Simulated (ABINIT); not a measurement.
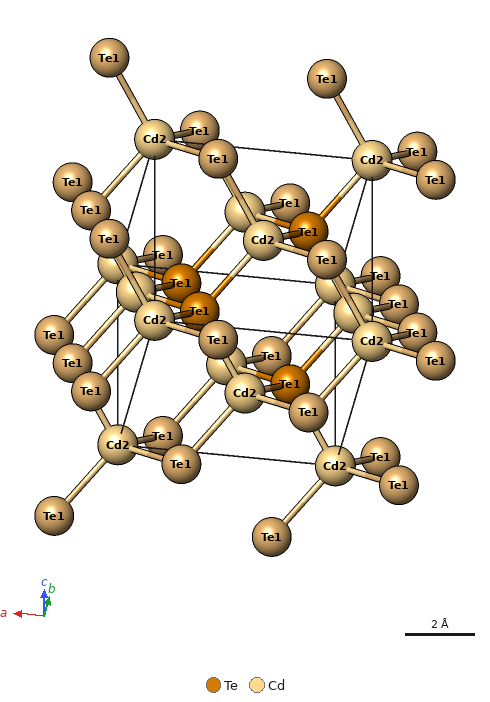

The structure (ball-and-stick view of the cell 4 times as large as that of the calculation, set on its symmetry axes, seen at an oblique angle; neighbours outside the cell are drawn fainter; atoms are numbered from 1 in the order of the input). Near neighbours in the crystal (not all of them lie inside the picture): Te has 4 Cd at 2.78 Å; Cd has 4 Te at 2.78 Å.

Run report: CdTe, band-structure run

The run: band-structure run of CdTe (F-43m, 2 atoms in the cell). Method and program: Kohn-Sham DFT of a periodic cell, WC, spin-orbit coupling, JTH PAW PBE v2.0 (ABINIT 10.8.3).

The structure derives from an entry of the Crystallography Open Database. The run did not end well.

The program's output
```
.Version 10.8.3 of ABINIT
 DATASET    1 : space group F2 3 (#196); Bravais cF (face-center cubic)
================================================================================
 Values of the parameters that define the memory need for DATASET  1.
     intxc =       0    ionmov =       0      iscf =      17    lmnmax =      18
     lnmax =       6     mgfft =      32  mpssoang =       3    mqgrid =    3001
     natom =       2  nloc_mem =       2    nspden =       1   nspinor =       2
    nsppol =       1      nsym =      12    n1xccc =       1    ntypat =       2
    occopt =       3   xclevel =       2
       mpw =        1498          nfft =       32768          nkpt =          35
 PAW method is used; the additional fine FFT grid is defined by:
   mgfftf=        48    nfftf =    110592
================================================================================
================================================================================

 DATASET    2 : space group F2 3 (#196); Bravais cF (face-center cubic)
================================================================================
 Values of the parameters that define the memory need for DATASET  2.
     intxc =       0    ionmov =       0      iscf =      -2    lmnmax =      18
     lnmax =       6     mgfft =      32  mpssoang =       3    mqgrid =    3001
     natom =       2  nloc_mem =       2    nspden =       1   nspinor =       2
    nsppol =       1      nsym =      12    n1xccc =       1    ntypat =       2
    occopt =       3   xclevel =       2
       mpw =        1524          nfft =       32768          nkpt =          87
 PAW method is used; the additional fine FFT grid is defined by:
   mgfftf=        48    nfftf =    110592
================================================================================
================================================================================

--------------------------------------------------------------------------------
------------- Echo of variables that govern the present computation ------------
--------------------------------------------------------------------------------
 -outvars: echo values of preprocessed input variables --------
            acell      8.5652865941E+00  8.5652865941E+00  8.5652865941E+00 Bohr
              amu      1.27600000E+02  1.12411000E+02
             ecut      1.70000000E+01 Hartree
           enunit           1
           getden1          0
           getden2          1
             iscf1         17
             iscf2         -2
              ixc          23
           jdtset        1    2
           kptopt1          4
           kptopt2         -9
         kptrlatt        7    0    0      0    7    0      0    0    7
          kptrlen1     5.99570062E+01
          kptrlen2     3.00000000E+01
            natom           2
            nband1         26
            nband2         34
           nbdbuf1          0
           nbdbuf2          2
           ndtset           2
           ndivsm1          0
           ndivsm2          5
            ngfft          32      32      32
          ngfftdg          48      48      48
             nkpt1         35
             nkpt2         87
          nspinor           2
            nstep         100
             nsym          12
           ntypat           2
           occopt           3
        pawcpxocc           2
        pawecutdg      3.40000000E+01 Hartree
        pawspnorb           1
         pawxcdev           0
        prtebands           0
           prteig1          0
           prteig2          1
           prtvol1          0
           prtvol2         -3
            prtwf           0
            rprim      0.0000000000E+00  7.0710678120E-01  7.0710678120E-01
                       7.0710678120E-01  0.0000000000E+00  7.0710678120E-01
                       7.0710678120E-01  7.0710678120E-01  0.0000000000E+00
           shiftk1     0.00000000E+00  0.00000000E+00  0.00000000E+00
           shiftk2     5.00000000E-01  5.00000000E-01  5.00000000E-01
          spgroup         196
           tolvrs1     1.00000000E-09
           tolvrs2     0.00000000E+00
           tolwfr1     0.00000000E+00
           tolwfr2     1.00000000E-12
           tsmear      1.83746611E-03 Hartree
            typat      1  2
           useylm           1
           xangst      4.8075000001E+00  4.8075000001E+00  4.8075000001E+00
                       0.0000000000E+00  0.0000000000E+00  0.0000000000E+00
            xcart      9.0848583505E+00  9.0848583505E+00  9.0848583505E+00
                       0.0000000000E+00  0.0000000000E+00  0.0000000000E+00
             xred      7.5000000000E-01  7.5000000000E-01  7.5000000000E-01
                       0.0000000000E+00  0.0000000000E+00  0.0000000000E+00
            znucl       52.00000   48.00000

================================================================================

 chkinp: Checking input parameters for consistency, jdtset=   1.

 chkinp: Checking input parameters for consistency, jdtset=   2.

================================================================================
== DATASET  1 ==================================================================

--- !DatasetInfo
iteration_state: {dtset: 1, }
dimensions: {natom: 2, nkpt: 35, mband: 26, nsppol: 1, nspinor: 2, nspden: 1, mpw: 1498, }
cutoff_energies: {ecut:  17.0, pawecutdg:  34.0, }
electrons: {nelect:   1.80000000E+01, charge:   0.00000000E+00, occopt:   3.00000000E+00, tsmear:   1.83746611E-03, }
meta: {optdriver: 0, ionmov: 0, optcell: 0, iscf: 17, paral_kgb: 0, }
...

 Exchange-correlation functional for the present dataset will be:
  GGA: Wu Cohen functional - ixc=23
  Z. Wu and R. E. Cohen, PRB 73, 235116 (2006)

 Real(R)+Recip(G) space primitive vectors, cartesian coordinates (Bohr,Bohr^-1):
 R(1)=  0.0000000  6.0565722  6.0565722  G(1)= -0.0825549  0.0825549  0.0825549
 R(2)=  6.0565722  0.0000000  6.0565722  G(2)=  0.0825549 -0.0825549  0.0825549
 R(3)=  6.0565722  6.0565722  0.0000000  G(3)=  0.0825549  0.0825549 -0.0825549
 Unit cell volume ucvol=  4.4433518E+02 bohr^3
 Angles (23,13,12)=  6.00000000E+01  6.00000000E+01  6.00000000E+01 degrees

 Coarse grid specifications (used for wave-functions):

 getcut: wavevector=  0.0000  0.0000  0.0000  ngfft=  32  32  32
         ecut(hartree)=     17.000   => boxcut(ratio)=   2.01288

 Fine grid specifications (used for densities):

 getcut: wavevector=  0.0000  0.0000  0.0000  ngfft=  48  48  48
         ecut(hartree)=     34.000   => boxcut(ratio)=   2.13498

--- Pseudopotential description ------------------------------------------------
- pspini: atom type   1  psp file is ./Te.GGA_PBE-JTH.xml
 Pseudopotential format is: paw10
 basis_size (lnmax)=  4 (lmn_size=  8), orbitals=   0   0   1   1
 Spheres core radius: rc_sph= 2.31107438
 Shapefunction is SIN type: shapef(r)=[sin(pi*r/rshp)/(pi*r/rshp)]**2
 Radius for shape functions =  2.10488624
 Compensation charge density is not taken into account in XC energy/potential

- pspini: atom type   2  psp file is ./Cd.GGA_PBE-JTH.xml
 Pseudopotential format is: paw10
 basis_size (lnmax)=  6 (lmn_size= 18), orbitals=   0   0   1   1   2   2
 Spheres core radius: rc_sph= 2.50233826
 Shapefunction is BESSEL type: shapef(r,l)=aa(1,l)*jl(q(1,l)*r)+aa(2,l)*jl(q(2,l)*r)
 Radius for shape functions =  2.31074885
 Compensation charge density is not taken into account in XC energy/potential

   2.44797133E+03                                ecore*ucvol(ha*bohr**3)
--------------------------------------------------------------------------------

================================================================================

--- !BeginCycle
iteration_state: {dtset: 1, }
solver: {iscf: 17, nstep: 100, nline: 4, wfoptalg: 10, }
tolerances: {tolvrs: 1.00E-09, }
...

     iter   Etot(hartree)      deltaE(h)  residm     nres2
 ETOT  1  -55.880382911308    -5.588E+01 2.102E-01 1.946E+00
 ETOT  2  -55.955154817512    -7.477E-02 7.664E-02 6.737E-01
 ETOT  3  -55.954734316705     4.205E-04 8.551E-02 9.984E+00
 ETOT  4  -55.954610145029     1.242E-04 3.342E-02 5.325E-02
 ETOT  5  -55.954736261327    -1.261E-04 5.465E-02 1.950E-02
 ETOT  6  -55.954757902074    -2.164E-05 1.703E-02 1.880E-02
 ETOT  7  -55.954791786280    -3.388E-05 9.687E-03 2.544E-02
 ETOT  8  -55.954745931440     4.585E-05 2.230E-02 3.050E-02
 ETOT  9  -55.954716430881     2.950E-05 2.014E-02 3.784E-02
 ETOT 10  -55.954658377129     5.805E-05 6.420E-02 4.218E-02
 ETOT 11  -55.954687884902    -2.951E-05 4.268E-02 4.071E-02
 ETOT 12  -55.955356610169    -6.687E-04 2.574E-01 2.709E-02
 ETOT 13  -55.955032533731     3.241E-04 4.045E-01 4.300E-03
 ETOT 14  -55.955132391518    -9.986E-05 6.385E-02 5.846E-04
 ETOT 15  -55.955181929480    -4.954E-05 1.821E-02 5.770E-04
 ETOT 16  -55.955185286186    -3.357E-06 6.495E-03 7.682E-04
 ETOT 17  -55.955189734765    -4.449E-06 6.729E-03 9.327E-04
 ETOT 18  -55.955190394267    -6.595E-07 1.059E-02 1.015E-03
 ETOT 19  -55.955181973037     8.421E-06 6.122E-03 4.684E-05
 ETOT 20  -55.955185095208    -3.122E-06 9.032E-03 1.783E-05
 ETOT 21  -55.955186195364    -1.100E-06 6.647E-03 1.457E-05
 ETOT 22  -55.955186361136    -1.658E-07 8.099E-03 3.696E-06
 ETOT 23  -55.955186422325    -6.119E-08 7.333E-03 1.290E-06
 ETOT 24  -55.955186454590    -3.227E-08 8.833E-03 1.834E-07
 ETOT 25  -55.955186471890    -1.730E-08 7.002E-03 2.203E-08
 ETOT 26  -55.955186482129    -1.024E-08 9.786E-03 2.087E-08
 ETOT 27  -55.955186488149    -6.021E-09 6.637E-03 2.364E-09
 ETOT 28  -55.955186491719    -3.569E-09 9.112E-03 1.636E-09
 ETOT 29  -55.955186493818    -2.099E-09 4.227E-03 4.763E-10

 At SCF step   29       nres2   =  4.76E-10 < tolvrs=  1.00E-09 =>converged.

 Cartesian components of stress tensor (hartree/bohr^3)
  sigma(1 1)= -5.55583795E-05  sigma(3 2)=  0.00000000E+00
  sigma(2 2)= -5.55583795E-05  sigma(3 1)=  0.00000000E+00
  sigma(3 3)= -5.55583795E-05  sigma(2 1)=  0.00000000E+00

--- !ResultsGS
iteration_state: {dtset: 1, }
comment   : Summary of ground state results
lattice_vectors:
- [  0.0000000,   6.0565722,   6.0565722, ]
- [  6.0565722,   0.0000000,   6.0565722, ]
- [  6.0565722,   6.0565722,   0.0000000, ]
lattice_lengths: [   8.56529,    8.56529,    8.56529, ]
lattice_angles: [ 60.000,  60.000,  60.000, ] # degrees, (23, 13, 12)
lattice_volume:   4.4433518E+02
convergence: {deltae: -2.099E-09, res2:  4.763E-10, residm:  4.227E-03, diffor: null, }
etotal    :  -5.59551865E+01
entropy   :   0.00000000E+00
fermie    :  -8.01496748E-02
cartesian_stress_tensor: # hartree/bohr^3
- [ -5.55583795E-05,   0.00000000E+00,   0.00000000E+00, ]
- [  0.00000000E+00,  -5.55583795E-05,   0.00000000E+00, ]
- [  0.00000000E+00,   0.00000000E+00,  -5.55583795E-05, ]
pressure_GPa:   1.6346E+00
xred      :
- [  7.5000E-01,   7.5000E-01,   7.5000E-01, Te]
- [  0.0000E+00,   0.0000E+00,   0.0000E+00, Cd]
cartesian_forces: # hartree/bohr
- [ -0.00000000E+00,  -0.00000000E+00,  -0.00000000E+00, ]
- [ -0.00000000E+00,  -0.00000000E+00,  -0.00000000E+00, ]
force_length_stats: {min:   0.00000000E+00, max:   0.00000000E+00, mean:   0.00000000E+00, }
...

 Integrated electronic density in atomic spheres:
 ------------------------------------------------
 Atom  Sphere_radius  Integrated_density
    1        2.31107          3.17565380
    2        2.50234         10.48330651

================================================================================

 ----iterations are completed or convergence reached----

 Mean square residual over all n,k,spin=   48.186E-06; max=  42.274E-04
 reduced coordinates (array xred) for    2 atoms
       0.750000000000      0.750000000000      0.750000000000
       0.000000000000      0.000000000000      0.000000000000
 rms dE/dt=  0.0000E+00; max dE/dt=  0.0000E+00; dE/dt below (all hartree)
    1       0.000000000000      0.000000000000      0.000000000000
    2       0.000000000000      0.000000000000      0.000000000000

 cartesian coordinates (angstrom) at end:
    1      4.80750000008534     4.80750000008534     4.80750000008534
    2      0.00000000000000     0.00000000000000     0.00000000000000

 cartesian forces (hartree/bohr) at end:
    1     -0.00000000000000    -0.00000000000000    -0.00000000000000
    2     -0.00000000000000    -0.00000000000000    -0.00000000000000
 frms,max,avg= 0.0000000E+00 0.0000000E+00   0.000E+00  0.000E+00  0.000E+00 h/b

 cartesian forces (eV/Angstrom) at end:
    1     -0.00000000000000    -0.00000000000000    -0.00000000000000
    2     -0.00000000000000    -0.00000000000000    -0.00000000000000
 frms,max,avg= 0.0000000E+00 0.0000000E+00   0.000E+00  0.000E+00  0.000E+00 e/A
 length scales=  8.565286594146  8.565286594146  8.565286594146 bohr
              =  4.532554467400  4.532554467400  4.532554467400 angstroms
 Fermi (or HOMO) energy (eV) =  -2.18098   Average Vxc (eV)=  -8.75846
 Eigenvalues (   eV  ) for nkpt=  35  k points:
 kpt#   1, nband= 26, wtk=  0.00292, kpt=  0.0000  0.0000  0.0000 (reduced coord)
 -14.12137  -14.12137  -11.38282  -11.38282  -11.38282  -11.38282  -10.85354  -10.85354
 -10.61490  -10.61490  -10.61490  -10.61490   -3.27716   -3.27716   -2.43107   -2.43107
  -2.43107   -2.43107   -1.96968   -1.96968    1.58360    1.58367    1.97014    1.97014
   1.97020    1.97057
 prteigrs : prtvol=0 or 1, do not print more k-points.

--- !EnergyTerms
iteration_state     : {dtset: 1, }
comment             : Components of total free energy in Hartree
kinetic             :  1.52723871327277E+01
hartree             :  1.55689164949440E+01
xc                  : -7.26698909697420E+00
Ewald energy        : -3.88319463854072E+01
psp_core            :  5.50928992253162E+00
local_psp           : -4.57880135253299E+01
PAW spherical_terms : -4.18839954892532E-01
internal            : -5.59551954124005E+01
'-kT*entropy'       : -1.77801121385216E-06
total_energy        : -5.59551971904117E+01
total_energy_eV     : -1.52261848321832E+03
...

--- !EnergyTermsDC
iteration_state     : {dtset: 1, }
comment             : '"Double-counting" decomposition of free energy'
band_energy         : -6.09262374719157E+00
Ewald energy        : -3.88319463854072E+01
psp_core            :  5.50928992253162E+00
xc_dc               : -1.58892439658874E+01
PAW spherical_terms : -6.50660539851964E-01
internal            : -5.59551847158065E+01
'-kT*entropy'       : -1.77801121385216E-06
total_energy_dc     : -5.59551864938177E+01
total_energy_dc_eV  : -1.52261819214917E+03
...

--- !EnergyTermsWithPAWCore
iteration_state     : {dtset: 1, }
comment             : 'Components of total free energy, including PAW core contributions'
Total energy        : -1.23878442805273E+04
Total energy DC     : -1.23878442698307E+04
Total energy (eV)   : -3.37090415472494E+05
Total energy DC (eV): -3.37090415181425E+05
...

 Cartesian components of stress tensor (hartree/bohr^3)
  sigma(1 1)= -5.55583795E-05  sigma(3 2)=  0.00000000E+00
  sigma(2 2)= -5.55583795E-05  sigma(3 1)=  0.00000000E+00
  sigma(3 3)= -5.55583795E-05  sigma(2 1)=  0.00000000E+00

-Cartesian components of stress tensor (GPa)         [Pressure=  1.6346E+00 GPa]
- sigma(1 1)= -1.63458396E+00  sigma(3 2)=  0.00000000E+00
- sigma(2 2)= -1.63458396E+00  sigma(3 1)=  0.00000000E+00
- sigma(3 3)= -1.63458396E+00  sigma(2 1)=  0.00000000E+00

================================================================================
== DATASET  2 ==================================================================

--- !DatasetInfo
iteration_state: {dtset: 2, }
dimensions: {natom: 2, nkpt: 87, mband: 34, nsppol: 1, nspinor: 2, nspden: 1, mpw: 1524, }
cutoff_energies: {ecut:  17.0, pawecutdg:  34.0, }
electrons: {nelect:   1.80000000E+01, charge:   0.00000000E+00, occopt:   3.00000000E+00, tsmear:   1.83746611E-03, }
meta: {optdriver: 0, ionmov: 0, optcell: 0, iscf: -2, paral_kgb: 0, }
...

 mkfilename : getden/=0, take file _DEN from output of DATASET   1.

 Exchange-correlation functional for the present dataset will be:
  GGA: Wu Cohen functional - ixc=23
  Z. Wu and R. E. Cohen, PRB 73, 235116 (2006)

 Real(R)+Recip(G) space primitive vectors, cartesian coordinates (Bohr,Bohr^-1):
 R(1)=  0.0000000  6.0565722  6.0565722  G(1)= -0.0825549  0.0825549  0.0825549
 R(2)=  6.0565722  0.0000000  6.0565722  G(2)=  0.0825549 -0.0825549  0.0825549
 R(3)=  6.0565722  6.0565722  0.0000000  G(3)=  0.0825549  0.0825549 -0.0825549
 Unit cell volume ucvol=  4.4433518E+02 bohr^3
 Angles (23,13,12)=  6.00000000E+01  6.00000000E+01  6.00000000E+01 degrees

 Coarse grid specifications (used for wave-functions):

 getcut: wavevector=  0.0000  0.0000  0.0000  ngfft=  32  32  32
         ecut(hartree)=     17.000   => boxcut(ratio)=   2.01288

 Fine grid specifications (used for densities):

 getcut: wavevector=  0.0000  0.0000  0.0000  ngfft=  48  48  48
         ecut(hartree)=     34.000   => boxcut(ratio)=   2.13498
--------------------------------------------------------------------------------

================================================================================
```

The run was set up as follows.

The input
```
# Datasets: ground state, then fixed potential
ndtset 2

# Pseudopotentials
pp_dirpath "./"
pseudos "Te.GGA_PBE-JTH.xml, Cd.GGA_PBE-JTH.xml"

# Structure
acell 4.5325544674 4.5325544674 4.5325544674 Angstrom
rprim
     0.0000000000     0.7071067812     0.7071067812
     0.7071067812     0.0000000000     0.7071067812
     0.7071067812     0.7071067812     0.0000000000
ntypat 2
znucl 52 48
natom 2
typat 1 2
xred
     0.7500000000     0.7500000000     0.7500000000
     0.0000000000     0.0000000000     0.0000000000

# Plane-wave basis
ecut 17.0
pawecutdg 34.0

# Exchange and correlation
ixc 23

# Bands and occupations
occopt 3
tsmear 0.05 eV

# Spin
nspinor 2
nspden 1
pawspnorb 1

# SCF cycle
nstep 100

# Output
iomode 3
prtwf 0
prteig 0
prtebands 0
enunit 1
prtden1 1

# Dataset 1
kptopt1 4
ngkpt1 7 7 7
nshiftk1 1
shiftk1 0.0 0.0 0.0
nband1 26
tolvrs1 1.0e-9

# Dataset 2: bands along G-X-W-K-G-L-U-W-L-K
iscf2 -2
getden2 1
nband2 34
nbdbuf2 2
tolwfr2 1.0e-12
kptopt2 -9
ndivsm2 5
prteig2 1
prtvol2 -3
kptbounds2
     0.0000000000     0.0000000000     0.0000000000
     0.5000000000     0.0000000000     0.5000000000
     0.5000000000     0.2500000000     0.7500000000
     0.3750000000     0.3750000000     0.7500000000
     0.0000000000     0.0000000000     0.0000000000
     0.5000000000     0.5000000000     0.5000000000
     0.6250000000     0.2500000000     0.6250000000
     0.5000000000     0.2500000000     0.7500000000
     0.5000000000     0.5000000000     0.5000000000
     0.3750000000     0.3750000000     0.7500000000
```

Launch command:
```bash
abinit run.abi > log 2>&1
```

What the run reported

| quantity | value |
| --- | --- |
| outcome | stopped at the time limit |
| space group (tolerance 0.01 Å) | F-43m (216) |
| electrons treated | 18 |
| free energy | −1522.6182 eV |
| Fermi energy | −2.181 eV |
| gap on the k-point mesh | 0.46 eV |
| pressure | 1.63 GPa |
| largest force (length of the vector) | under 0.001 eV/Å |
| hardware | 1 thread of Arm Neoverse V2, 24 GiB of memory available, shared host |
| wall time | 10 min |
| peak memory | 0.24 GiB |

What went wrong

The run was cut off by its time limit, so the output is incomplete.
